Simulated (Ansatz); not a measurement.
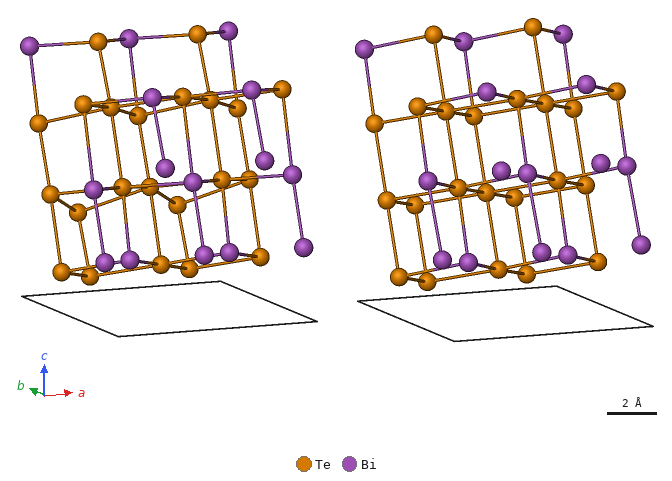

Two geometries of a slab of composition Bi₂Te₃ (cut from the R-3m phase), drawn at one scale. One is the start of a relaxation, the other its converged end. A ball-and-stick model of the 2 × 1 repeat of the cell, outlined in the plane, without the vacuum, seen slightly off an axis.

The calculation used DFT PBE, scalar-relativistic, plane waves, PAW (Ansatz). Set-up: plane-wave cutoff 420 eV; k-point mesh 8 × 4 × 1; occupations gaussian; smearing width 0.1 eV; no spin polarisation; dipole correction; atoms relaxed in a fixed cell; force threshold 0.02 eV/Å; at most 60 steps.

**Which geometry has the lower energy?**

The left one is the relaxed one. The slab is the (0 1 2) face of Bi2Te3. A Bi atom moves most relative to the layer's centre: 0.38 Å at 27° to the normal (−c side). By element the largest moves are Bi 0.38 Å, Te 0.34 Å. The cell stays as it was. Among the contacts that change: Te–Te 3.272 → 2.780 Å, Bi–Te 3.141 → 3.576 Å, Te–Te 3.272 → 2.869 Å, Bi–Te 3.141 → 3.530 Å. Bond angles that change, for instance: Te–Te–Bi 91.6° → 101.7°, Te–Te–Bi 176.8° → 169.3°, Te–Te–Te 180.0° → 173.6°. The energy falls by 0.979 eV per cell of the calculation in 6 accepted moves (7 points after the start). Largest force component: 0.9 eV/Å at the start, 0.017 eV/Å at the end. 1 step only repeated the SCF at the same geometry. The run took 7.1 min on 8 threads of Arm Neoverse V1, on a shared host, peak memory 6.2 GiB.
